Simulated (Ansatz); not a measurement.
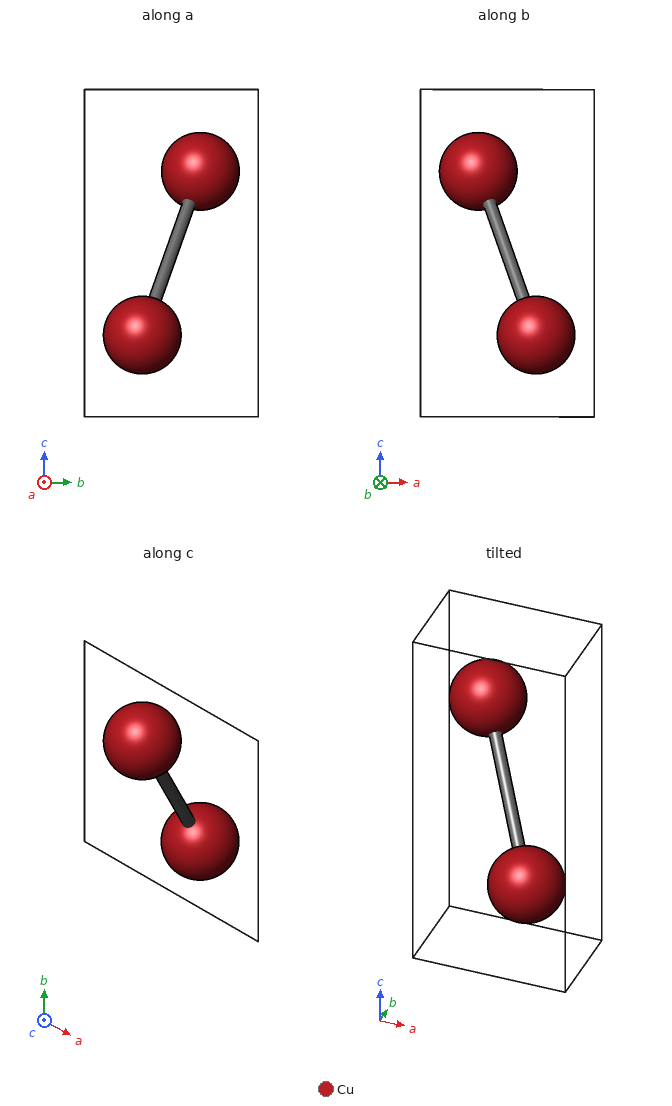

The image is a ball-and-stick drawing of a crystal, viewed along the a axis, along the b axis, along the c axis and slightly off an axis. Thin lines show the unit cell, with boundary atoms drawn in all their periodic places.

Lattice parameters: a = 2.424 Å, b = 2.426 Å, c = 3.959 Å, α = 89.97°, β = 90.06°, γ = 119.98°. Put a along x and b in the xy plane.

### Write down what is shown as a POSCAR file, with free fractional coordinates to two decimals.

```
Cu
1.0
     2.424    0.000    0.000
    -1.212    2.101    0.000
    -0.004    0.000    3.959
Cu
2
Direct
  0.33 0.67 0.75
  0.67 0.33 0.25
```

The structure comes from a structure type filled with this element by a generator (whether the element takes this form wasn't checked). Earlier steps of the study may have refined or changed the cell and positions. An electronic-structure calculation with Ansatz was run on it.

At this level of theory the cell isn't at rest (compressed, at 28 GPa), so its distances can differ from those at equilibrium, the more so the softer the solid.
